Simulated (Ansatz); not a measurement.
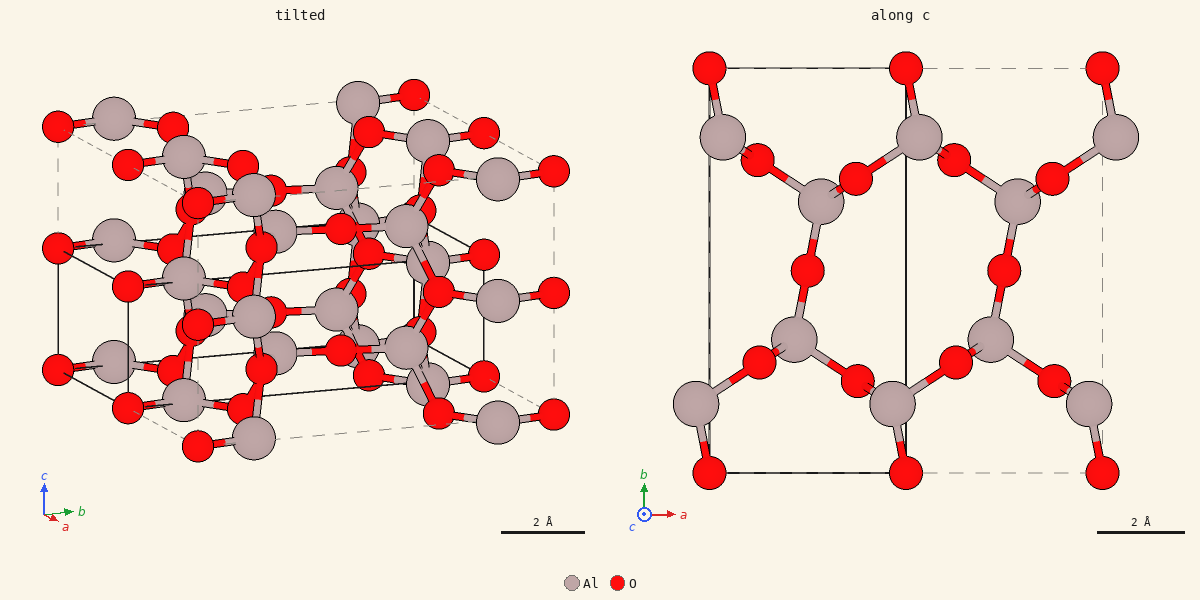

The image is a ball-and-stick drawing of a crystal, viewed slightly off an axis and along the c axis. The drawing covers 2×1×2 cells, and the solid lines enclose one conventional unit cell.

Al$_{2}$O$_{3}$, space group Pnnm (No. 58), a = 4.52 Å, b = 9.32 Å, c = 3.03 Å, α = 90.00°, β = 90.00°, γ = 90.00°.

Computational set-up: DFT PBE, scalar-relativistic, plane waves, PAW in Ansatz 0.2.0, plane waves up to 420 eV, a 6×4×8 k-point grid, Gaussian smearing of 0.05 eV, no spin polarisation.

Q: Is the electronic structure metallic or gapped?

A: An insulator at this level, with a gap of 4.09 eV on the k-mesh (the true edges may lie between mesh points, so the gap can be somewhat smaller).

Q: What is the pressure at this volume?

A: The computed pressure is 14.3 GPa (compressed: it would expand). The stress isn't hydrostatic: its largest component is 25.1 GPa.

The model was built from a structure listed in the Materials Project. The cell was then strained or its atoms displaced on purpose. An electronic-structure calculation with Ansatz was run on it.

At this level of theory the cell isn't at rest (compressed, at 14 GPa and forces up to 1.2 eV/Å), so its distances can differ from those at equilibrium, the more so the softer the solid.
